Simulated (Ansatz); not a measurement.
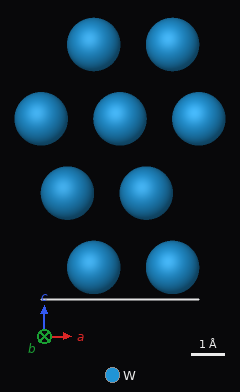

A slab of composition W (cut from the Fm-3m phase), before the constrained relaxation. The picture is a spheres-only view of the 2 × 3 repeat of the cell, outlined in the plane, without the vacuum, seen along the b axis.

Case: clean slab, lower half held. The slab is the (1 1 1) face of W. 2 atoms are held fixed.

These are results of DFT r2SCAN, scalar-relativistic, plane waves, PAW in Ansatz, not measurements.

The input:
```yaml
crystal:
  lattice:
    - [2.8405558791, 0.0, 0.0]
    - [-1.4202779396, 2.4599935522, 0.0]
    - [0.0, 0.0, 23.9579124897]
  atoms:
    - { symbol: W, position: [0.6666666667, 0.3333333333, 0.3547888408] }
    - { symbol: W, position: [0.3333333333, 0.6666666667, 0.4515962803] }
    - { symbol: W, position: [0.0, 0.0, 0.5484037197] }
    - { symbol: W, position: [0.6666666667, 0.3333333333, 0.6452111592] }
basis:
  ecutwfc: 500
kpoints:
  mp_grid: { grid: [12, 12, 1] }
hamiltonian:
  xc: r2scan
scf:
  occupations: { method: gaussian, width: 0.1 }
output:
  forces: true
  eigenvalues: true
  write_density: true
  write_potential: true
  elf: true
  volumetric_format: npy
relax:
  adjacent_minimum: "off"
  f_tol: 0.03
  max_steps: 70
  constraints: [{ sites: [0, 1] }]
efield:
  axis: 3
  dipole_correction: true
  ramp_width: 0.04
```

Launched with:
```bash
ansatz run input.yaml --threads 2 --pin off --max-ram 5120MiB --backend cpu --events-out ev --progress --plain --runs-dir out
```

Predict the outcome.

The largest move is that of W4, 0.040 Å along the normal (+c). The cell doesn't change. Among the contacts that change: W2–W3 2.841 → 2.860 Å, W3–W4 2.841 → 2.853 Å. Over 1 accepted move (2 points after the start) the energy falls by 3.2 meV per cell of the calculation. The largest force component goes from 0.093 to 0.02 eV/Å. The line search rejected the trial step at point 1 of the run. The run took 13 s on 2 threads of AMD EPYC 9R45 96-Core Processor (Zen 5) (shared host), peak memory 0.92 GiB.
